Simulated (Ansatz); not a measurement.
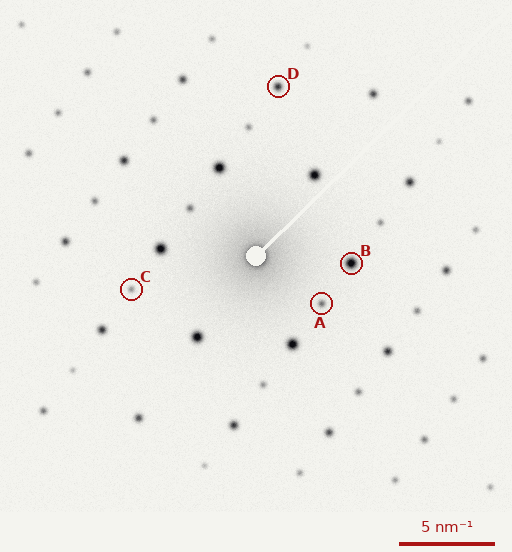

Kinematic zone-axis pattern, calculated for 100 keV electrons with B = 0.5 Å². The zone axis points towards the electron source and the pattern is seen from the source side.

Crystal: Co, space group C2/c (No. 15), a = 2.456 Å, b = 4.661 Å, c = 3.882 Å, β = 102.40°. Structure: the input geometry of an electronic-structure calculation (not necessarily at equilibrium); the starting structure was generated, so it need not be a known form of this composition.

| atom | site | symmetry | x | y | z |
| --- | --- | --- | --- | --- | --- |
| Co | 4e | 2 | 0.0000 | 0.3589 | 0.7500 |

Spot A is indexed 0 -2 0 and spot B 0 -2 -1.

> Give hkl for C, D.

C = A − 2B = 0 2 2 (d = 1.471 Å). D = −4A + 3B = 0 2 -3 (d = 1.111 Å).

> Give [uvw].

The cross product of A and B is parallel to [100]; every spot obeys hu + kv + lw = 0.
